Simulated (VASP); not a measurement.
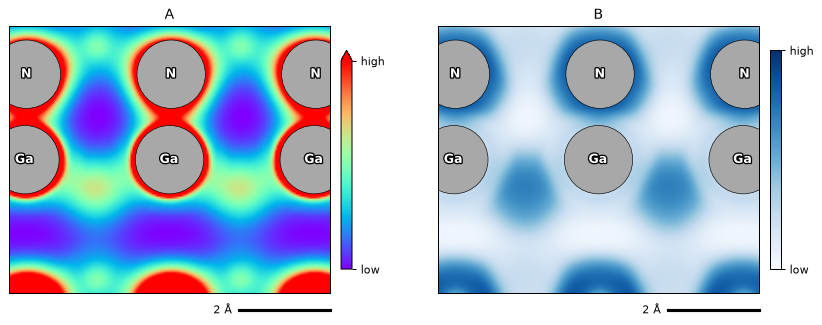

GaN: 2 fields on the (010) plane of the conventional cell, with unlabelled colour scales. Grey discs cover the atomic cores.

Space group P1; changed on purpose from its base cell (atoms moved at random by about 0.05 A); not relaxed (largest force 1.5 eV/Å); computed pressure about 8 GPa in this cell.

All numbers below come from VASP, Kohn-Sham DFT of a periodic cell, PBE, VASP PAW PBE potentials, recommended.

> Match the panels to the quantities (electron localisation function and valence pseudo-density).

Panel A: valence pseudo-density. Panel B: electron localisation function. From the grid: Ga–N (1.88 Å): ρ at the midpoint is about 0.87 e/Å³; the ELF peaks at about 0.85 in the valence shell of N, 0.6 Å from its nucleus, and is about 0.60 at the midpoint.
